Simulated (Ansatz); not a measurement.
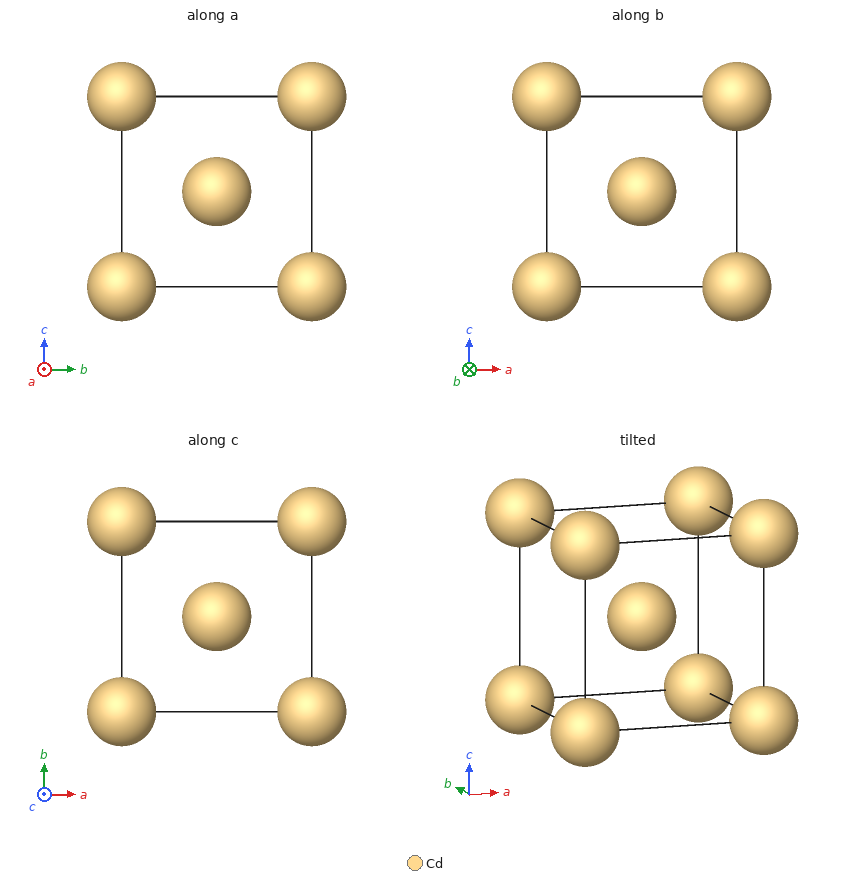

The crystal in a spheres-only representation, seen along the a axis, along the b axis, along the c axis and slightly off an axis. The conventional unit cell is outlined; an atom on or near a face, edge or corner is repeated at each equivalent position.

Lattice parameters: a = 3.6590 Å, b = 3.6590 Å, c = 3.6590 Å, α = 90.000°, β = 90.000°, γ = 90.000°.

**Reconstruct the structure as a CIF in P1 with every atom of the cell.**

```cif
data_structure
_symmetry_space_group_name_H-M 'P 1'
_symmetry_Int_Tables_number 1
_cell_length_a 3.6590
_cell_length_b 3.6590
_cell_length_c 3.6590
_cell_angle_alpha 90.000
_cell_angle_beta 90.000
_cell_angle_gamma 90.000
_cell_volume 48.99
loop_
_atom_site_label
_atom_site_type_symbol
_atom_site_fract_x
_atom_site_fract_y
_atom_site_fract_z
_atom_site_occupancy
Cd1 Cd 0.0000 0.0000 0.0000 1
Cd2 Cd 0.5000 0.5000 0.5000 1
```

Its origin is a structure type filled with this element by a generator (whether the element takes this form wasn't checked). Earlier steps of the study may have refined or changed the cell and positions. It went into a calculation with Ansatz.
